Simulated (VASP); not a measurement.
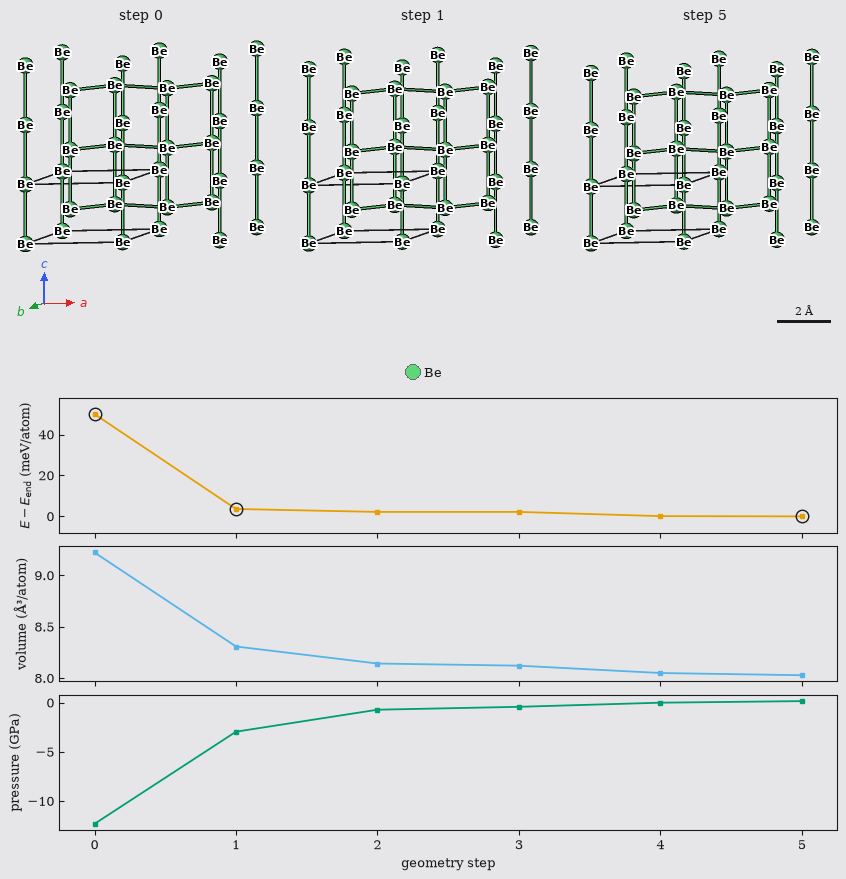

Frames of a relaxation of crystalline Be (a generated structure, set up in P6/mmm), marked on the history of the run. The picture is a ball-and-stick view of the cell of the calculation, repeated 2 × 1 × 3 with one cell outlined, seen from a free direction.

The run lets cell and atoms move.

Method: VASP 6.6.1, Kohn-Sham DFT of a periodic cell, PBE, VASP PAW PBE potentials, recommended.

Input
```
  PREC = Accurate
  ENCUT = 600
  EDIFF = 1E-6
  ISMEAR = 0
  SIGMA = 0.1
  LREAL = False
  LASPH = True
  NELM = 100
  ALGO = Normal
  ISIF = 3
  LWAVE = False
  LCHARG = False
  GGA = PE
  IBRION = 2
  NSW = 90
  EDIFFG = -0.04
```

Command:
```bash
cat potpaw_PBE.64/Be/POTCAR > POTCAR
mpirun -np 1 vasp_std > vasp.out
```

Q: Describe the path.

A: Over 5 geometry steps the energy falls by 50.0 meV per atom. All forces vanish by symmetry, so only the cell relaxes. Pressure: −12.31 GPa at the start and 0.17 GPa at the end. The atoms keep their places relative to the cell (all moves are under 0.005 Å). The volume changes by −13.0 %, with a = b 3.735 → 3.567 Å (−4.5 %), c 2.290 → 2.185 Å (−4.6 %). Near-neighbour distances that change, for instance: Be–Be 2.290 → 2.185 Å, Be–Be 2.157 → 2.060 Å. The space group stays P6/mmm (No. 191). The volume changes by over a tenth within one run on a fixed set of plane waves, so the end point should be relaxed again from the new cell. From step 0 to 1: volume −9.9 %, energy −46.4 meV per atom. From step 1 to 5: volume −3.4 %, energy −3.6 meV per atom.
